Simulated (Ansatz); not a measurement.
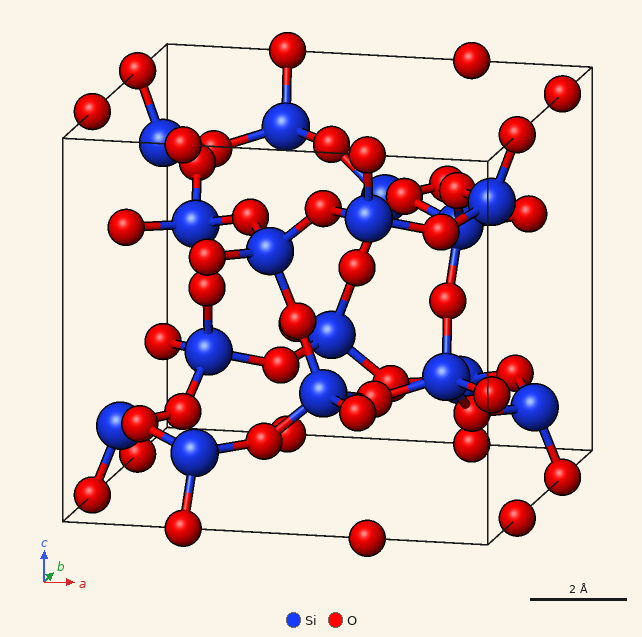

The crystal in a ball-and-stick representation, seen from a general direction. Thin lines show the conventional unit cell, with boundary atoms drawn in all their periodic places. Cell: a = 9.160 Å, b = 9.160 Å, c = 8.231 Å, α = 90.00°, β = 90.00°, γ = 90.00°.

Notes on the structure:

Formula: SiO$_{2}$. The space group is I-42m (No. 121); the lattice is body-centred tetragonal. Cell content 16 Si, 32 O; Z = 16. Around each Si lie four O in a tetrahedral arrangement at about 1.6 Å. Each O has two Si at about 1.6 Å. The bonds build a three-dimensional framework.

Starting structure: a structure listed in the Materials Project. Earlier steps of the study, as a rule a relaxation of our own, may have changed the cell and positions, so they can lie some per cent off the listed ones. A calculation with Ansatz used it as input.

At this level of theory the run's own cell isn't at rest (compressed, at 5 GPa), so its distances can differ from those at equilibrium, the more so the softer the solid.
